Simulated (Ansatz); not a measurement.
FeS₂: single-point calculation (part 3 of 3)

FeS₂ (Pnnm, 6 atoms in the cell); DFT LDA+U, non-collinear, scalar-relativistic, plane waves, PAW, Ueff = 1 eV on Fe atom 1 d; Ueff = 1 eV on Fe atom 2 d (Ansatz 0.2.0); cutoff 420 eV, 4×4×6 k-mesh, Gaussian smearing of 0.05 eV, non-collinear spins. The structure derives from an entry of the Crystallography Open Database. It belongs to a series of runs on one base structure; here: canted directions free.

Geometry of the input (Å; fractional positions):
```
4.4446  0.0000  0.0000
0.0000  5.4246  0.0000
0.0000  0.0000  3.3864
Fe 0.0000  0.0000  0.0000
Fe 0.5000  0.5000  0.5000
S  0.2004  0.3787  0.0000
S  0.7996  0.6213  0.0000
S  0.7004  0.1213  0.5000
S  0.2996  0.8787  0.5000
```

## Output, continued
```
  k-point 2: bands = ["-73.4513", "-73.4513", "-73.4512", "-73.4512", "-40.0324", "-40.0324", "-40.0319", "-40.0319", "-39.9212", "-39.9212", "-39.9211", "-39.9211", "-39.8898", "-39.8898", "-39.8894", "-39.8894", "-3.6691", "-3.6691", "-2.3588", "-2.3588", "0.2160", "0.2160", "0.5758", "0.5758", "5.1456", "5.1456", "5.9760", "5.9760", "6.1171", "6.1171", "6.5401", "6.5401", "7.2745", "7.2745", "7.5674", "7.5674", "7.6261", "7.6261", "8.2552", "8.2552", "8.7794", "8.7794", "9.8676", "9.8676", "10.6386", "10.6386", "10.7105", "10.7105", "10.9967", "10.9967", "11.1572", "11.1572", "11.7802", "11.7802", "11.9051", "11.9051", "13.5086", "13.5086", "13.8088", "13.8088", "13.9610", "13.9610", "14.2940", "14.2940", "14.4112", "14.4112", "14.9534", "14.9534"]
  k-point 51: bands = ["-73.4511", "-73.4511", "-73.4511", "-73.4511", "-40.0320", "-40.0320", "-40.0320", "-40.0320", "-39.9209", "-39.9209", "-39.9209", "-39.9209", "-39.8925", "-39.8925", "-39.8925", "-39.8925", "-2.3957", "-2.3957", "-2.3957", "-2.3957", "-0.2677", "-0.2677", "-0.2677", "-0.2677", "4.9428", "4.9428", "4.9428", "4.9428", "5.2139", "5.2139", "5.2139", "5.2139", "8.4787", "8.4787", "8.4787", "8.4787", "8.5666", "8.5666", "8.5666", "8.5666", "9.5660", "9.5660", "9.5660", "9.5660", "10.6673", "10.6673", "10.6673", "10.6673", "11.4256", "11.4256", "11.4256", "11.4256", "11.6401", "11.6401", "11.6401", "11.6401", "13.8532", "13.8532", "13.8532", "13.8532", "14.2700", "14.2700", "14.2700", "14.2700", "14.7378", "14.7378", "14.7378", "14.7378"]
Occupation matrices written to [file]
--- Löwdin populations: 6 sites ---
  site symbol       q [e]
     0     Fe     15.7517
     1     Fe     15.7517
     2      S      5.9559
     3      S      5.9559
     4      S      5.9559
     5      S      5.9559
  spilling = 0.012016 (of n_electrons = 56.000000)
--- Occupation matrices: 2 shells (run DFT+U table (all-electron-ortho-atomic); ε = 5.41e-4) ---
  Fe0 d_3D: site group C2h (2/m)
  Fe0 d_3D spinor Tr n = 7.0506  λ = 0.431 0.431 0.480 0.480 0.844 0.844 0.845 0.845 0.925 0.925  [2× xz 0.83 (Eg 1.00) Bg(1.00) | 2× xy 0.43 (Eg 1.00) Ag(1.00) | 2× x2-y2 0.62 (T2g 1.00) Ag(1.00) | 2× yz 0.83 (T2g 1.00) Bg(1.00) | 2× z2 0.75 (T2g 1.00) Ag(1.00)]
  specified occupation → Fe0 d_3D spinor: matrix, ‖Δ‖_F = 1.7325, Tr Δ = -3.0506, displaced = 2.3107, d_λ = 1.4675; orbital distance = 2.0000
  Fe1 d_3D: site group C2h (2/m)
  Fe1 d_3D spinor Tr n = 7.0506  λ = 0.431 0.431 0.480 0.480 0.844 0.844 0.845 0.845 0.925 0.925  [2× xz 0.83 (Eg 1.00) Bg(1.00) | 2× xy 0.43 (Eg 1.00) Ag(1.00) | 2× x2-y2 0.62 (T2g 1.00) Ag(1.00) | 2× yz 0.83 (T2g 1.00) Bg(1.00) | 2× z2 0.75 (T2g 1.00) Ag(1.00)]
  specified occupation → Fe1 d_3D spinor: matrix, ‖Δ‖_F = 1.7325, Tr Δ = -3.0506, displaced = 2.3107, d_λ = 1.4675; orbital distance = 2.0000
  Tr n, λ and their labels are of the run-group-symmetrised matrices; stabiliser: 16 of 16 elements of G0×{1,Θ} up to a turn of all spins (closed), max defect 7.0e-7 at τ = 1.1e-4
```

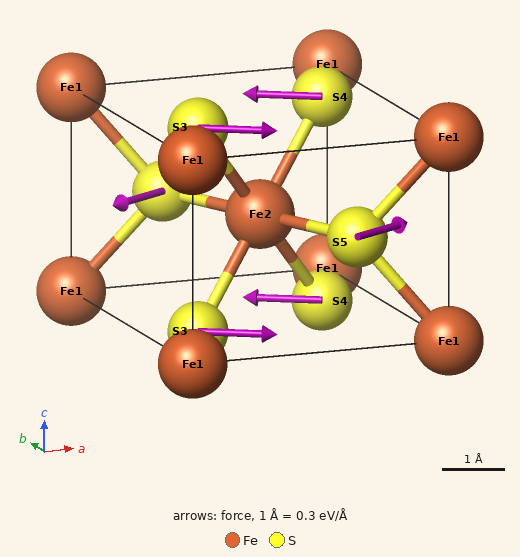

*Forces on the atoms as pink arrows (ball-and-stick view of the cell of the calculation, seen slightly off an axis; atoms are numbered from 1 in the order of the input).*

The largest act on all 4 S atoms (0.39 eV/Å). The geometry is not a stationary point of this energy.

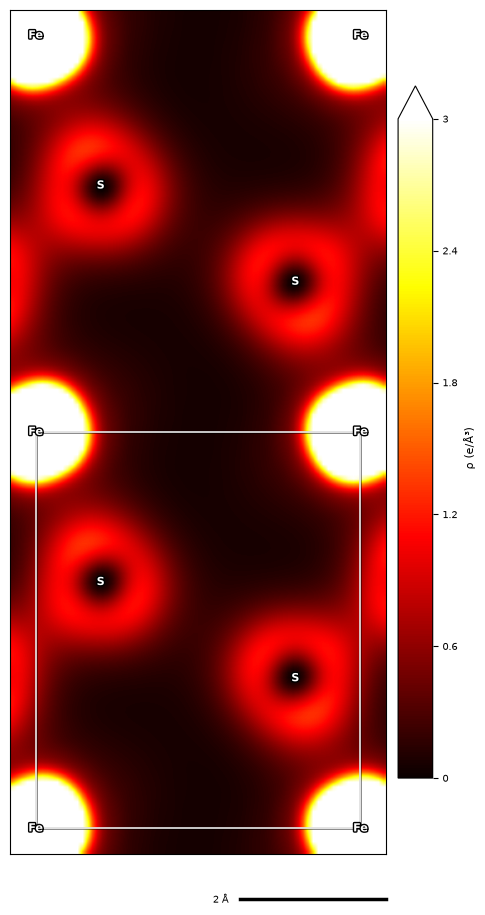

*Valence pseudo-density on the (001) plane of the conventional cell.*

The section cuts through Fe and S sites. Fe–S (2.24 Å): ρ at the midpoint is about 0.63 e/Å³. Away from the nuclei the density in this plane falls to 0.05 e/Å³ at its lowest. The fields are those of the smooth PAW valence density.

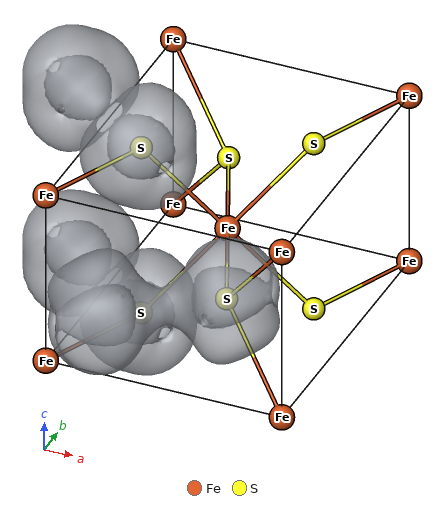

*Isosurface of the electron localisation function at 0.7 (grey), seen at an oblique angle. Only the valence region is drawn (cores and ρ < 0.01 e/Å³ removed). Sticks mark near contacts. The outline is the cell set on symmetry axes.*

The ELF exceeds this value in two regions between bonded S–S atoms (shared pairs), counted in one cell of 6 atoms.  Values along the shortest contacts: Fe–S (2.24 Å): the ELF is about 0.50 at the midpoint.
